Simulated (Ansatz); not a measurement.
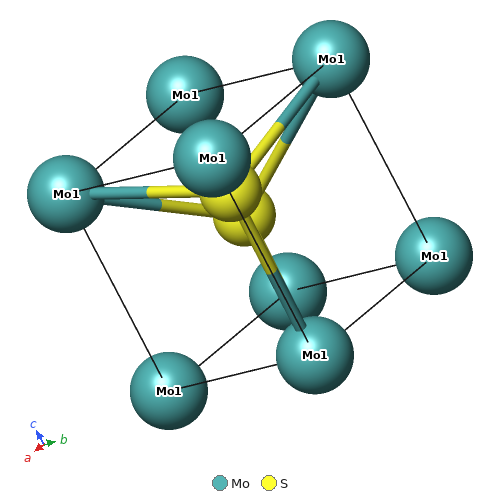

The system is MoS₂ (R3m, No. 160; 3 atoms in the cell); the picture shows the reference structure. The energy is mapped over volume and the cell's shape. The first coordinate is: volume per atom; the second: c/a of the conventional cell. Nothing is relaxed (fractional coordinates fixed). Grid: 5 × 5 points. Points are written as (first, second). Energies are in meV/atom, from the lowest grid point. The band gap closes in part of the range. Computed with DFT LDA+D3(BJ), scalar-relativistic, plane waves, PAW in Ansatz. Settings: cutoff 420 eV, k-mesh 15×15×15, gaussian smearing 0.03 eV, no spin polarisation.

Its coordinates:

```
CELL_PARAMETERS angstrom
1.54693 0.89312 5.65535
-1.54693 0.89312 5.65535
0.00000 -1.78624 5.65535
ATOMIC_POSITIONS crystal
Mo 0.00007 0.00007 0.00007
S 0.75817 0.75817 0.75817
S 0.57507 0.57507 0.57507
```

Range: volume per atom from 13.13 to 18.13 Å³; c/a of the conventional cell from 4.57 to 6.58.

> What will the energy surface look like?

The lowest grid point is at (15.63 Å³, 5.48). No other kind of well shows on this grid. The highest grid point, (13.13 Å³, 4.57), lies 588 meV/atom above the lowest. Round the minimum the two coordinates are weakly coupled (coupling 0.11 in units of the two stiffnesses).

| c/a of the conventional cell ↓, volume per atom → | 13.13 | 14.38 | 15.63 | 16.88 | 18.13 |
| --- | --- | --- | --- | --- | --- |
| 6.58 | 517 | 289 | 238 | 302 | 440 |
| 6.01 | 354 | 115 | 59 | 119 | 257 |
| 5.48 | 323 | 69 | 0 | 52 | 182 |
| 5.01 | 409 | 139 | 56 | 94 | 213 |
| 4.57 | 588 | 304 | 208 | 234 | 342 |

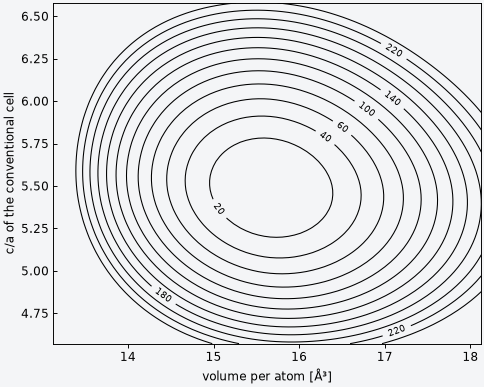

Drawn: contour lines labelled in meV/atom (none above 240). Between grid points the surface is interpolated.

The whole map (25 points run) took 22 min on 1 thread of Arm Neoverse N1, with other jobs on the host.

PAW datasets: the set soft_1.
